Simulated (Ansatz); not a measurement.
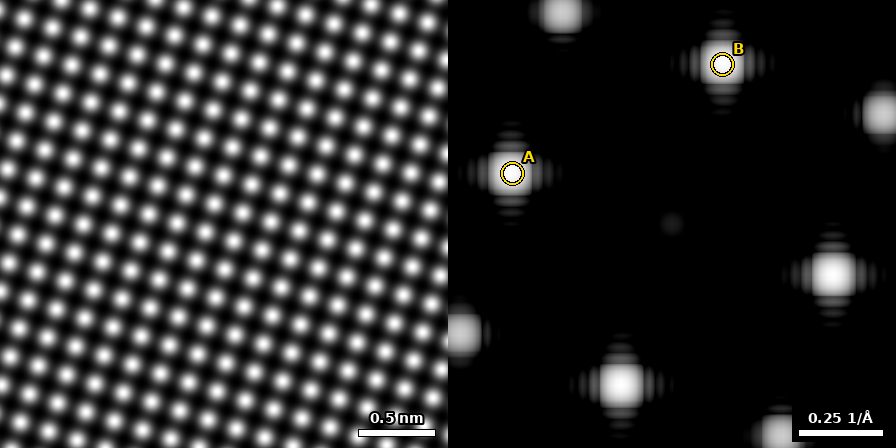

iDPC-like image of Co (Im-3m, No. 229) along [001]. Simulated as the projected potential of neutral atoms (B = 0.5 Å²) blurred by a 0.90 Å probe, the thin-sample limit of integrated differential phase contrast. Structure used: the input geometry of an electronic-structure calculation (not necessarily at equilibrium); the starting structure was generated, so it need not be a known form of this composition.

The right panel is the modulus of the image's Fourier transform on a logarithmic scale.

a = 2.810 Å, b = 2.810 Å, c = 2.810 Å, α = 90.00°, β = 90.00°, γ = 90.00°

Index the marked spots and give their plane spacings (the zone axis points at the viewer; indices equivalent by symmetry, or all signs reversed, are as good).

A: (-1 -1 0), d = 1.99 Å; B: (-1 1 0), d = 1.99 Å. A and B enclose 90°, and every spot obeys the zone law hu + kv + lw = 0 for [001].
